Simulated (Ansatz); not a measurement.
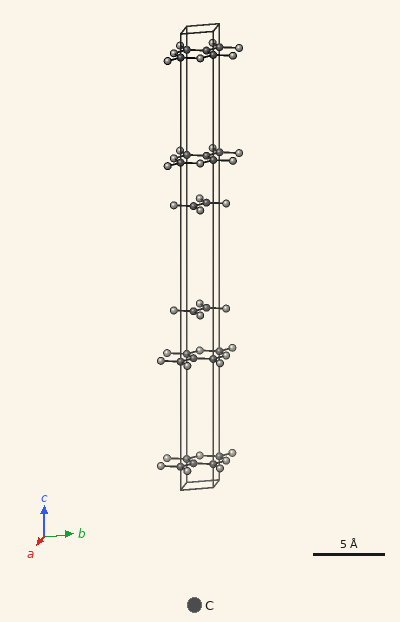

The structure as given in the input (ball-and-stick view of the cell 3 times as large as that of the calculation, set on its symmetry axes, seen slightly off an axis; neighbours outside the cell are drawn fainter).

## Geometry relaxation, with input and output: C (part 1 of 2)

The run: geometry relaxation of C (R-3m, 4 atoms in the cell). Method and program: DFT PBEsol, scalar-relativistic, plane waves, PAW, no spin polarisation (Ansatz 0.2.0).

The structure derives from a Materials Project entry.

Input:
```yaml
crystal:
  lattice:
    - [1.2281283973, 0.7090602608, 11.0636239924]
    - [-1.2281283973, 0.7090602608, 11.0636239924]
    - [0.0, -1.4181205216, 11.0636239924]
  atoms:
    - { symbol: C, position: [0.94853918, 0.94853918, 0.94853918] }
    - { symbol: C, position: [0.28187188, 0.28187188, 0.28187188] }
    - { symbol: C, position: [0.71812812, 0.71812812, 0.71812812] }
    - { symbol: C, position: [0.05146082, 0.05146082, 0.05146082] }
basis:
  ecutwfc: 420
kpoints:
  mp_grid: { grid: [21, 21, 21] }
hamiltonian:
  xc: pbesol
scf:
  occupations: { method: gaussian, width: 0.1 }
output:
  forces: true
  stress: true
  eigenvalues: true
relax:
  adjacent_minimum: "off"
  f_tol: 0.005
  max_steps: 80
  cell: { stress_tol: 0.05 }
```

Log:
```
basis.fft_grid_basis auto: the FFT boxes are laid along the combinations [[1, 0, -1], [0, 1, -1], [0, 0, 1]] of the cell's own vectors, 2.456, 2.456 and 11.154 Å long. The dense box has 18×18×75 points. Along the cell's own vectors, as sized, it would have 75×75×75, 17.36 times as many. Of the 12 symmetry operations that the crystal satisfies within crystal.symmetry.tolerance (time reversal apart; of a slab, those that keep its plane) the dense box along the cell's own vectors carries 12, and the one as laid loses 8 of those. basis.fft_grid_basis: typed keeps the cell's own vectors: state it where this run's energies or levels are differenced outside the engine with another run's, or held beside a run that keeps those vectors.
Engine: ansatz 0.2.0, aarch64-unknown-linux-gnu
Pseudopotentials: kind: paw
Pseudopotential: C, paw, valence charge 4, recommended cutoff 420 eV (normal), C.paw.azcp
Functional definition: PBEsol
  exchange = pbesol_x
  correlation = pbesol_c
Crystal: 4 atoms, lattice volume = 57.806 Å³
Basis set: ecut = 420 eV, 1099 PW (Γ), FFT grids on a1−a3, a2−a3, a3, exchange–correlation on 36×36×150 points (8 copies of the dense FFT grid, shifted against one another)
Bands: 12, of which v1, the nominal top of the filled ones, is band 8 counted from 1 (7 counted from 0)
Symmetry: 12 space group operations
Space group: R-3m (ITA 166), of the structure as read, at distance tolerance 3.9e-5 Å
k-points: 891 of 9261
Non-local potential: C, projectors of the file, l = 0: 2, l = 1: 2, l = 2: 1
PAW form: soft (Blöchl's): semilocal exchange-correlation on the pseudo side does not see the compensation charge
PAW frozen core: C, regenerated for the run's functional, and the local potential with it (the file was generated under x = pbe(κ = 0.804, μ = 0.2195149727645171), c = pbe(β = 0.06672455060314922))
PAW one-centre angular grid: C, 110 points (default); XC on 64 Gauss nodes
Initial density: superposition of atomic densities (neutral atoms: chi_scale 0, normalization atom), corrected by the library's trained network
Initial wavefunctions: pseudopotential atomic-orbital guess
Functional: x = pbesol(κ = 0.804, μ = 0.12345679012345678), c = pbesol(β = 0.046)
SCF iter   1: F=—  HF=-986.750980 eV  |F-HF|=—  |Δ(HF+E_count)|=         —  Δρ=3.00e-3  dr2=4.59e-3  ethr=1.77e-3  ⟨swp⟩=5.7  Hψ=66693  notcnv=0
preconditioner: auto → none  [metal: Δε(μ)=0.000 eV  Ē_g=15.255 eV  σ=0.100 eV  W_gap=0.00  n_scr=6 (ndim 8)  ℏωp=19.5 eV  f_vac=0.386  D(μ)=0.10/eV (n_scr^D=0)  sad-step TF]
SCF iter   2: F=—  HF=-986.752598 eV  |F-HF|=—  |Δ(HF+E_count)|=   1.62e-3  Δρ=1.68e-3  dr2=2.18e-3  ethr=2.87e-5  ⟨swp⟩=2.1  Hψ=22062  notcnv=0
SCF iter   3: F=—  HF=-986.753301 eV  |F-HF|=—  |Δ(HF+E_count)|=   7.04e-4  Δρ=6.92e-4  dr2=8.30e-4  ethr=1.36e-5  ⟨swp⟩=2.7  Hψ=19569  notcnv=0
SCF iter   4: F=—  HF=-986.753072 eV  |F-HF|=—  |Δ(HF+E_count)|=   2.30e-4  Δρ=1.45e-4  dr2=1.90e-5  ethr=5.19e-6  ⟨swp⟩=2.1  Hψ=14600  notcnv=0
SCF iter   5: F=—  HF=-986.753080 eV  |F-HF|=—  |Δ(HF+E_count)|=   8.57e-6  Δρ=4.62e-5  dr2=8.42e-7  ethr=1.19e-7  ⟨swp⟩=2.2  Hψ=17774  notcnv=0
SCF iter   6: F=—  HF=-986.753104 eV  |F-HF|=—  |Δ(HF+E_count)|=   2.36e-5  Δρ=1.83e-5  dr2=1.71e-7  ethr=6.25e-10  ⟨swp⟩=11.0  Hψ=76227  notcnv=0
SCF iter   7: F=-986.753104 eV  HF=-986.753104 eV  |F-HF|=2.12e-8  |Δ(HF+E_count)|=   4.24e-7  Δρ=5.60e-6  dr2=1.26e-8  ethr=6.25e-10  ⟨swp⟩=7.5  Hψ=54763  notcnv=0
SCF 1 converged in 7 iterations: F = -986.753104 eV  dr2 = 1.26e-8
  greatest PAW one-centre occupation: 0.673 electrons in one spin orbital (limit 2), on the C atom at site 3 (counted from 0), in its partial waves of l = 0
relax step   1: F+E_penalty+E_count = -986.75310419 eV  Δ(F+E_penalty+E_count) = +0.000e0 eV  max|allowed force component| = 2.047e-2 eV/Å  Δτ_max = 0.0000 Å  P = +0.611 GPa  Ω = 57.806 Å³  (7 SCF iters, dr2 threshold 1.00e-7 eV, accepted)
Crystal: 4 atoms, lattice volume = 58.194 Å³
Basis set: ecut = 420 eV, 1105 PW (Γ), FFT grids on a1−a3, a2−a3, a3, exchange–correlation on 36×36×150 points (8 copies of the dense FFT grid, shifted against one another)
Initial density: handed on by an earlier stage of this run
Initial wavefunctions: those handed on with the density
SCF iter   1: F=—  HF=-987.004056 eV  |F-HF|=—  |Δ(HF+E_count)|=         —  Δρ=4.07e-2  dr2=8.09e-1  ethr=3.10e-3  ⟨swp⟩=7.4  Hψ=74874  notcnv=0
preconditioner: auto → LDOS  [metal: Δε(μ)=0.171 eV  Ē_g=15.180 eV  σ=0.100 eV  W_gap=0.49  n_scr=6 (ndim 8)  ℏωp=19.5 eV  f_vac=0.376  D(μ)=0.11/eV (n_scr^D=2)  β→1.0]
SCF iter   2: F=—  HF=-987.281888 eV  |F-HF|=—  |Δ(HF+E_count)|=   2.78e-1  Δρ=2.78e-2  dr2=1.86e0  ethr=3.10e-3  ⟨swp⟩=3.6  Hψ=33214  notcnv=0  recentre
SCF iter   3: F=—  HF=-986.773374 eV  |F-HF|=—  |Δ(HF+E_count)|=   5.09e-1  Δρ=1.05e-2  dr2=6.33e-2  ethr=3.10e-3  ⟨swp⟩=3.4  Hψ=36139  notcnv=0
SCF iter   4: F=—  HF=-986.754618 eV  |F-HF|=—  |Δ(HF+E_count)|=   1.88e-2  Δρ=6.04e-4  dr2=1.28e-4  ethr=3.96e-4  ⟨swp⟩=2.3  Hψ=19336  notcnv=0
SCF iter   5: F=—  HF=-986.754641 eV  |F-HF|=—  |Δ(HF+E_count)|=   2.33e-5  Δρ=3.60e-4  dr2=6.75e-5  ethr=7.99e-7  ⟨swp⟩=2.2  Hψ=18320  notcnv=0
SCF iter   6: F=—  HF=-986.754625 eV  |F-HF|=—  |Δ(HF+E_count)|=   1.64e-5  Δρ=5.36e-5  dr2=3.65e-6  ethr=4.22e-7  ⟨swp⟩=2.2  Hψ=17016  notcnv=0
SCF iter   7: F=-986.754624 eV  HF=-986.754624 eV  |F-HF|=3.03e-9  |Δ(HF+E_count)|=   8.66e-7  Δρ=8.55e-6  dr2=2.62e-8  ethr=2.50e-9  ⟨swp⟩=8.5  Hψ=63235  notcnv=0
SCF 2 converged in 7 iterations: F = -986.754624 eV  dr2 = 2.62e-8
relax step   2: F+E_penalty+E_count = -986.75462418 eV  Δ(F+E_penalty+E_count) = -1.520e-3 eV  max|allowed force component| = 8.041e-3 eV/Å  Δτ_max = 0.1400 Å  P = +0.139 GPa  Ω = 58.194 Å³  energy of the carried Pulay correction = -8.166e-4 eV  (7 SCF iters, dr2 threshold 4.00e-7 eV, accepted)
Crystal: 4 atoms, lattice volume = 58.067 Å³
iter 1 solved again at ethr=9.81e-5 eV; its pass at ethr=3.10e-3 eV (dr2=1.57e-2 eV) is discarded
SCF iter   1: F=—  HF=-986.760306 eV  |F-HF|=—  |Δ(HF+E_count)|=         —  Δρ=5.87e-3  dr2=1.63e-2  ethr=9.81e-5  ⟨swp⟩=1.0  Hψ=77520  notcnv=0
preconditioner: auto → LDOS  [metal: Δε(μ)=0.204 eV  Ē_g=15.165 eV  σ=0.100 eV  W_gap=0.50  n_scr=6 (ndim 8)  ℏωp=19.5 eV  f_vac=0.363  D(μ)=0.10/eV (n_scr^D=2)  β→1.0]
SCF iter   2: F=—  HF=-986.765893 eV  |F-HF|=—  |Δ(HF+E_count)|=   5.59e-3  Δρ=3.94e-3  dr2=3.71e-2  ethr=9.81e-5  ⟨swp⟩=2.7  Hψ=24237  notcnv=0  recentre
SCF iter   3: F=—  HF=-986.755621 eV  |F-HF|=—  |Δ(HF+E_count)|=   1.03e-2  Δρ=1.53e-3  dr2=1.35e-3  ethr=9.81e-5  ⟨swp⟩=2.5  Hψ=21936  notcnv=0
SCF iter   4: F=—  HF=-986.755230 eV  |F-HF|=—  |Δ(HF+E_count)|=   3.91e-4  Δρ=8.42e-5  dr2=1.47e-6  ethr=8.41e-6  ⟨swp⟩=2.1  Hψ=15705  notcnv=0
SCF iter   5: F=—  HF=-986.755205 eV  |F-HF|=—  |Δ(HF+E_count)|=   2.45e-5  Δρ=3.61e-5  dr2=6.91e-7  ethr=1.21e-9  ⟨swp⟩=9.0  Hψ=68393  notcnv=0
SCF iter   6: F=-986.755205 eV  HF=-986.755205 eV  |F-HF|=2.53e-8  |Δ(HF+E_count)|=   1.87e-7  Δρ=7.85e-6  dr2=3.47e-8  ethr=1.21e-9  ⟨swp⟩=3.7  Hψ=47530  notcnv=0
SCF 3 converged in 6 iterations: F = -986.755205 eV  dr2 = 3.47e-8
  greatest PAW one-centre occupation: 0.672 electrons in one spin orbital (limit 2), on the C atom at site 3 (counted from 0), in its partial waves of l = 0
relax step   3: F+E_penalty+E_count = -986.75520517 eV  Δ(F+E_penalty+E_count) = -5.810e-4 eV  max|allowed force component| = 2.100e-3 eV/Å  Δτ_max = 0.0200 Å  P = +0.012 GPa  Ω = 58.067 Å³  energy of the carried Pulay correction = -5.487e-4 eV  (6 SCF iters, dr2 threshold 1.94e-7 eV, accepted)
Crystal: 4 atoms, lattice volume = 57.811 Å³
iter 1 solved again at ethr=1.85e-4 eV; its pass at ethr=3.10e-3 eV (dr2=2.96e-2 eV) is discarded
SCF iter   1: F=—  HF=-986.764881 eV  |F-HF|=—  |Δ(HF+E_count)|=         —  Δρ=7.92e-3  dr2=2.98e-2  ethr=1.85e-4  ⟨swp⟩=1.0  Hψ=84709  notcnv=0
preconditioner: auto → none  [metal: Δε(μ)=0.000 eV  Ē_g=15.181 eV  σ=0.100 eV  W_gap=0.00  n_scr=6 (ndim 8)  ℏωp=19.5 eV  f_vac=0.368  D(μ)=0.10/eV (n_scr^D=0)]
SCF iter   2: F=—  HF=-986.758260 eV  |F-HF|=—  |Δ(HF+E_count)|=   6.62e-3  Δρ=2.71e-3  dr2=8.96e-3  ethr=1.85e-4  ⟨swp⟩=2.1  Hψ=18547  notcnv=0
SCF iter   3: F=—  HF=-986.756037 eV  |F-HF|=—  |Δ(HF+E_count)|=   2.22e-3  Δρ=1.94e-3  dr2=8.32e-4  ethr=5.60e-5  ⟨swp⟩=2.3  Hψ=15147  notcnv=0
SCF iter   4: F=—  HF=-986.755844 eV  |F-HF|=—  |Δ(HF+E_count)|=   1.93e-4  Δρ=3.92e-4  dr2=2.62e-5  ethr=5.20e-6  ⟨swp⟩=2.0  Hψ=17520  notcnv=0
SCF iter   5: F=—  HF=-986.755855 eV  |F-HF|=—  |Δ(HF+E_count)|=   1.06e-5  Δρ=2.88e-5  dr2=1.57e-7  ethr=1.64e-7  ⟨swp⟩=2.2  Hψ=16941  notcnv=0
SCF iter   6: F=—  HF=-986.755855 eV  |F-HF|=—  |Δ(HF+E_count)|=   1.10e-7  Δρ=5.09e-6  dr2=1.22e-8  ethr=1.41e-10  ⟨swp⟩=7.3  Hψ=61780  notcnv=0
SCF iter   7: F=-986.755855 eV  HF=-986.755855 eV  |F-HF|=6.46e-11  |Δ(HF+E_count)|=   2.67e-9  Δρ=1.51e-6  dr2=6.94e-10  ethr=7.66e-11  ⟨swp⟩=2.6  Hψ=40052  notcnv=0
SCF 4 converged in 7 iterations: F = -986.755855 eV  dr2 = 6.94e-10
relax step   4: F+E_penalty+E_count = -986.75585476 eV  Δ(F+E_penalty+E_count) = -6.496e-4 eV  max|allowed force component| = 2.334e-3 eV/Å  Δτ_max = 0.0267 Å  P = -0.036 GPa  Ω = 57.811 Å³  energy of the carried Pulay correction = -9.329e-6 eV  (7 SCF iters, dr2 threshold 2.26e-8 eV, accepted)
Crystal: 4 atoms, lattice volume = 57.809 Å³
iter 1 solved again at ethr=2.66e-5 eV; its pass at ethr=3.10e-3 eV (dr2=4.26e-3 eV) is discarded
SCF iter   1: F=—  HF=-986.757273 eV  |F-HF|=—  |Δ(HF+E_count)|=         —  Δρ=3.06e-3  dr2=4.42e-3  ethr=2.66e-5  ⟨swp⟩=1.0  Hψ=75858  notcnv=0
preconditioner: auto → none  [metal: Δε(μ)=0.000 eV  Ē_g=15.162 eV  σ=0.100 eV  W_gap=0.00  n_scr=6 (ndim 8)  ℏωp=19.5 eV  f_vac=0.363  D(μ)=0.10/eV (n_scr^D=0)]
SCF iter   2: F=—  HF=-986.756246 eV  |F-HF|=—  |Δ(HF+E_count)|=   1.03e-3  Δρ=1.05e-3  dr2=1.28e-3  ethr=2.66e-5  ⟨swp⟩=2.1  Hψ=14830  notcnv=0
SCF iter   3: F=—  HF=-986.755926 eV  |F-HF|=—  |Δ(HF+E_count)|=   3.20e-4  Δρ=7.54e-4  dr2=1.29e-4  ethr=8.03e-6  ⟨swp⟩=2.3  Hψ=14864  notcnv=0
SCF iter   4: F=—  HF=-986.755895 eV  |F-HF|=—  |Δ(HF+E_count)|=   3.09e-5  Δρ=1.57e-4  dr2=4.13e-6  ethr=8.04e-7  ⟨swp⟩=2.1  Hψ=17460  notcnv=0
SCF iter   5: F=—  HF=-986.755892 eV  |F-HF|=—  |Δ(HF+E_count)|=   2.72e-6  Δρ=1.59e-5  dr2=5.06e-8  ethr=2.58e-8  ⟨swp⟩=2.1  Hψ=16617  notcnv=0
SCF iter   6: F=—  HF=-986.755892 eV  |F-HF|=—  |Δ(HF+E_count)|=   1.10e-8  Δρ=4.31e-6  dr2=8.85e-9  ethr=3.16e-10  ⟨swp⟩=2.1  Hψ=17563  notcnv=0
SCF iter   7: F=—  HF=-986.755892 eV  |F-HF|=—  |Δ(HF+E_count)|=   2.19e-9  Δρ=7.35e-7  dr2=1.17e-10  ethr=5.53e-11  ⟨swp⟩=2.2  Hψ=16901  notcnv=0
SCF iter   8: F=-986.755892 eV  HF=-986.755892 eV  |F-HF|=1.36e-12  |Δ(HF+E_count)|=  1.12e-10  Δρ=7.80e-8  dr2=2.18e-12  ethr=1.00e-12  ⟨swp⟩=5.3  Hψ=40576  notcnv=0
the search or the solves at the SCF's close seem to have found levels that the self-consistency loop had missed (the run counts 1). By its estimate they hold under 1e-12 electrons; where the run keeps them, the occupations were computed again with them
SCF 5 converged in 8 iterations: F = -986.755892 eV  dr2 = 2.18e-12
relax step   5: F+E_penalty+E_count = -986.75589207 eV  Δ(F+E_penalty+E_count) = -3.731e-5 eV  max|allowed force component| = 7.131e-4 eV/Å  Δτ_max = 0.0104 Å  P = -0.021 GPa  Ω = 57.809 Å³  energy of the carried Pulay correction = -5.240e-6 eV  (8 SCF iters, accepted)
Crystal: 4 atoms, lattice volume = 57.720 Å³
Basis set: ecut = 420 eV, 1087 PW (Γ), FFT grids on a1−a3, a2−a3, a3, exchange–correlation on 36×36×150 points (8 copies of the dense FFT grid, shifted against one another)
iter 1 solved again at ethr=1.13e-5 eV; its pass at ethr=3.10e-3 eV (dr2=1.81e-3 eV) is discarded
```
